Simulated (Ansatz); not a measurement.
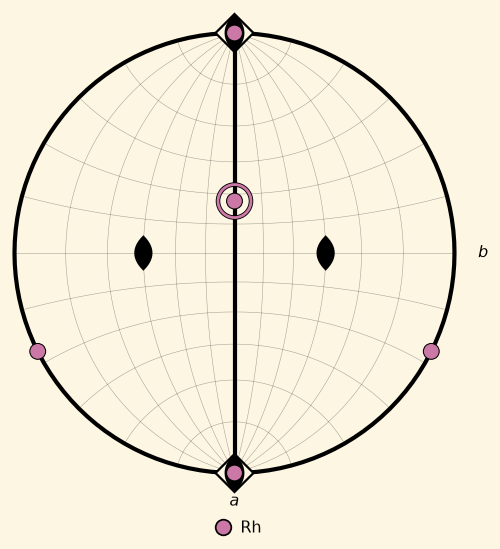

Crystal: Rh, the geometry relaxed with DFT, PBE, plane waves (420 eV) with PAW, scalar-relativistic in Ansatz 0.2.0; the starting structure was generated, so it need not be a known form of this composition. Directions from one rhodium atom at (1/4, 0, 1/2) to its bonded neighbours, in stereographic projection down c (filled: above the plane of the page or in it, open: below). Geometry calculated from the standardised cell; symmetry tolerance 0.002 Å.

Neighbours are counted up to 2.74 Å for Rh. The symmetry elements of the site are drawn in: heavy lines are mirror planes (a heavy rim: a mirror in the plane of the page); lens, triangle, square and hexagon are 2-, 3-, 4- and 6-fold axes, a lens in an open square is −4, a triangle in an open hexagon −6; thin dashed diameters join the ends of axes that lie in the page; a small open circle marks inversion.

```cif
data_structure
_symmetry_space_group_name_H-M 'P 1'
_symmetry_Int_Tables_number 1
_cell_length_a 4.8857
_cell_length_b 4.8857
_cell_length_c 4.8857
_cell_angle_alpha 90.000
_cell_angle_beta 90.000
_cell_angle_gamma 90.000
_cell_volume 116.62
loop_
_atom_site_label
_atom_site_type_symbol
_atom_site_fract_x
_atom_site_fract_y
_atom_site_fract_z
_atom_site_occupancy
Rh1 Rh 0.00000 0.00000 0.00000 1
Rh2 Rh 0.50000 0.50000 0.50000 1
Rh3 Rh 0.25000 0.00000 0.50000 1
Rh4 Rh 0.75000 0.00000 0.50000 1
Rh5 Rh 0.50000 0.25000 0.00000 1
Rh6 Rh 0.50000 0.75000 0.00000 1
Rh7 Rh 0.00000 0.50000 0.25000 1
Rh8 Rh 0.00000 0.50000 0.75000 1
```

**How many neighbours are there, and at what angles?**

6: 2 Rh at 2.44 Å, 4 Rh at 2.73 Å. Angles between bonds: 63° (4×), 102° (4×), 117° (4×), 127° (2×), 180° (1×).

**What is the site's symmetry in the crystal?**

Point group -42m (D2d), order 8: one −4 axis, two twofold axes, two mirror planes. In Pm-3n, No. 223 this is Wyckoff position 6c.
